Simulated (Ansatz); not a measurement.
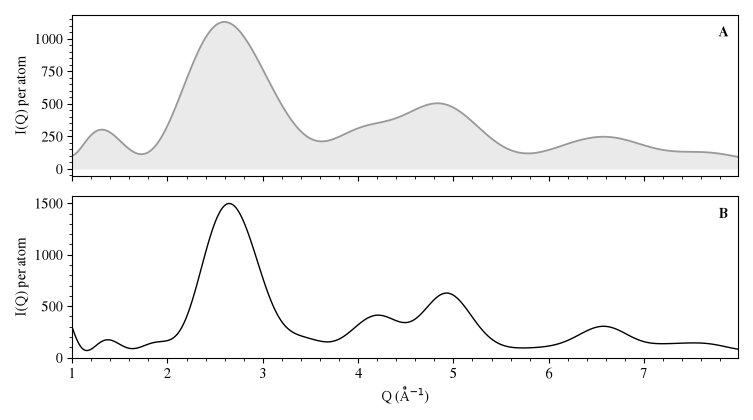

X-ray scattering of spheres cut from the crystal structure of Ge (P6_3/mmc, a = 2.988 Å, b = 2.988 Å, c = 9.553 Å, α = 90.00°, β = 90.00°, γ = 120.00°), calculated atom by atom with the Debye equation (B = 0.5 Å², no relaxation of the surface). Basis of the simulation: coordinates from a relaxation with DFT, PBEsol, plane waves (420 eV) with PAW, scalar-relativistic in Ansatz 0.2.0; the starting structure was generated, so it need not be a known form of this composition.

### The spheres are 10 and 14 Å across. Which curve is which?

curve A: 10 Å (21 atoms); curve B: 14 Å (69 atoms). Peak widths go roughly as 2π/D, so the largest sphere has the sharpest peaks.
